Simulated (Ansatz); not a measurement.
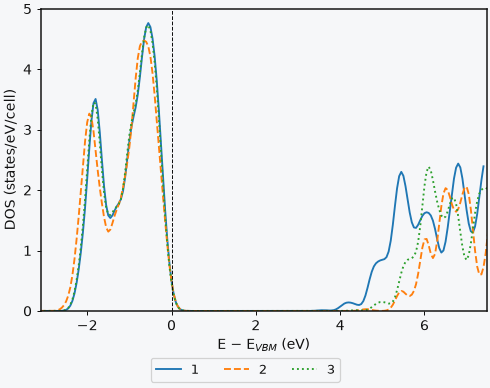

Total densities of states of NaI, space group Immm (No. 71), 2 atoms in the cell, rocksalt type, shear (xy) strain +3.0%, by three methods on the same cell. The curves are built from the levels of the k mesh with Gaussians 0.3 eV wide, which also blur the band edges. Each is counted from its own valence-band top.

Which curve is which? The methods: HSE06, r2SCAN, PBE.

Answer. 1 is PBE; 2 is HSE06; 3 is r2SCAN. PBE gives a gap of 3.59 eV, HSE06 gives a gap of 4.62 eV and r2SCAN gives a gap of 4.37 eV.

Settings. PBE: DFT, PBE, plane waves, PAW, no spin polarisation, 8×8×8 k mesh, 420 eV cutoff, Fermi-Dirac smearing of 0.02 eV (Ansatz). HSE06: DFT, HSE06, plane waves, PAW, no spin polarisation, 6×6×6 k mesh, 420 eV cutoff (Ansatz 0.2.0). r2SCAN: DFT, r2SCAN, plane waves, PAW, no spin polarisation, 8×8×8 k mesh, 500 eV cutoff (Ansatz).

Spin-orbit coupling is left out, which matters for I.
